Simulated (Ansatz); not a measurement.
**GaN (interface cell): density, localisation and related maps**

The calculation's input:

```
crystal:
  lattice:
    - [3.2162589221, 0.0, 0.0]
    - [0.0, 3.2162589221, 0.0]
    - [0.0, 0.0, 18.1939079512]
  atoms:
    - { symbol: Ga, position: [0.0, 0.0, 0.0] }
    - { symbol: Ga, position: [0.5, 0.5, 0.125] }
    - { symbol: "N", position: [0.0, 0.5, 0.1875] }
    - { symbol: "N", position: [0.5, 0.0, 0.0625] }
    - { symbol: Ga, position: [0.0, 0.0, 0.25] }
    - { symbol: Ga, position: [0.5, 0.5, 0.375] }
    - { symbol: "N", position: [0.0, 0.5, 0.4375] }
    - { symbol: "N", position: [0.5, 0.0, 0.3125] }
    - { symbol: "N", position: [0.0, 0.0, 0.5] }
    - { symbol: "N", position: [0.5, 0.5, 0.625] }
    - { symbol: Ga, position: [0.0, 0.5, 0.6875] }
    - { symbol: Ga, position: [0.5, 0.0, 0.5625] }
    - { symbol: "N", position: [0.0, 0.0, 0.75] }
    - { symbol: "N", position: [0.5, 0.5, 0.875] }
    - { symbol: Ga, position: [0.0, 0.5, 0.9375] }
    - { symbol: Ga, position: [0.5, 0.0, 0.8125] }
basis:
  ecutwfc: 420
kpoints:
  mp_grid: { grid: [8, 8, 2] }
hamiltonian:
  xc: pbe
scf:
  occupations: { method: gaussian, width: 0.05 }
output:
  forces: true
  stress: true
  eigenvalues: true
  populations: true
  write_density: true
  write_potential: true
  elf: true
  volumetric_format: npy
relax:
  adjacent_minimum: "off"
  f_tol: 0.02
  max_steps: 45
  cell: { fix: [a, b, alpha, beta, gamma], stress_tol: 0.1 }
```

Launched as:

```sh
ansatz run input.yaml --threads 2 --pin off --max-ram 5120MiB --backend cpu --events-out ev --progress --plain --runs-dir out
```

The fields are those of the relaxed geometry.

The calculation used DFT PBE, scalar-relativistic, plane waves, PAW (Ansatz).

In a PAW calculation such maps are meaningful between the atoms, not at the nuclei.

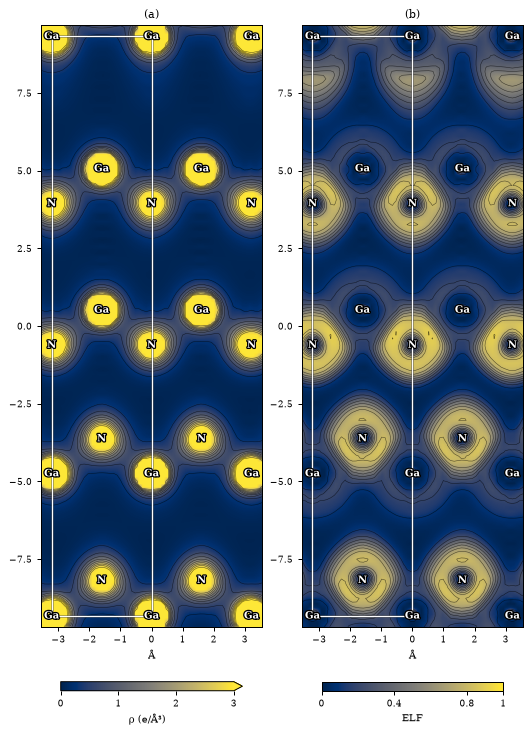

Figure 1. (a) valence electron density; (b) ELF on the (010) plane of the calculation cell.

### Interpret the plot.

The plane passes through Ga and N nuclei.
Ga–N (1.96 Å): ρ at the midpoint is about 0.73 e/Å³; the ELF peaks at about 0.85 in the valence shell of N, 0.7 Å from its nucleus, and is about 0.50 at the midpoint.
Between the atoms the lowest density in this plane is 0.003 e/Å³.

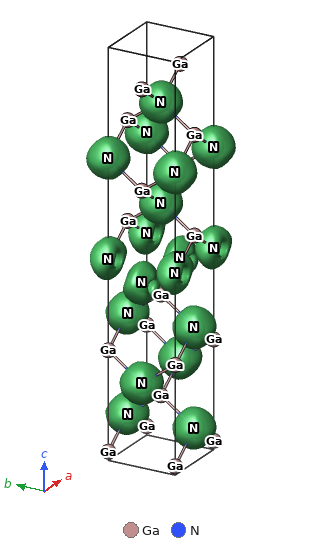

Figure 2. Isosurface of the electron localisation function at 0.7 (green), seen at an oblique angle. Only the valence region is drawn (cores and ρ < 0.01 e/Å³ removed). Sticks mark near contacts.

### Where are the electrons localised?

The ELF exceeds this value in eight regions wrapped around N (the valence shell of each), counted in one cell of 16 atoms. Regions shared between cells count once. Along the contacts the grid gives the following. Ga–Ga (2.53 Å): the ELF peaks at about 0.60 between the atoms.

### Does the calculation make it a metal, or give it a gap?

It is metallic or semimetallic at this level of theory: no gap opens.
